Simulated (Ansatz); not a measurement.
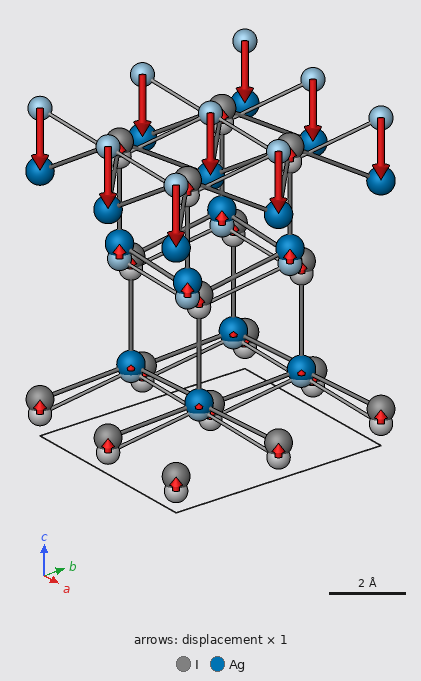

A (1 1 1) slab of AgI as cut from the relaxed bulk, drawn pale, and a changed version of it, drawn solid. The red arrows show how the atoms are displaced, at true length. The picture is a ball-and-stick view of the 2 × 2 repeat of the cell, outlined in the plane, without the vacuum, seen slightly off an axis.

Computed with DFT PBEsol, scalar-relativistic, plane waves, PAW (Ansatz). Set-up: plane-wave cutoff 420 eV; occupations gaussian; no spin polarisation. The k-mesh is chosen for each cell (8×8×8, 6×6×1). Smearing widths differ between the runs.

Question: Describe the change and its computed effect.

Answer: The atoms of the slab are relaxed at the bulk's in-plane cell. The surface energy (mean of the two faces) falls from 0.37 to 0.14 J/m². The top spacing, between the Ag and I planes, goes from 0.93 to -1.20 Å (−228.5 %), the bottom one (I to Ag) from 0.93 to 0.69 Å (−25.5 %). The lattice vectors keep their values. An Ag atom moves most relative to the layer's centre: 1.72 Å along the normal (−c). Largest moves by element: Ag 1.72 Å, I 0.41 Å. Some distances before and after: Ag–I 2.793 → 2.723 to 2.962 Å.
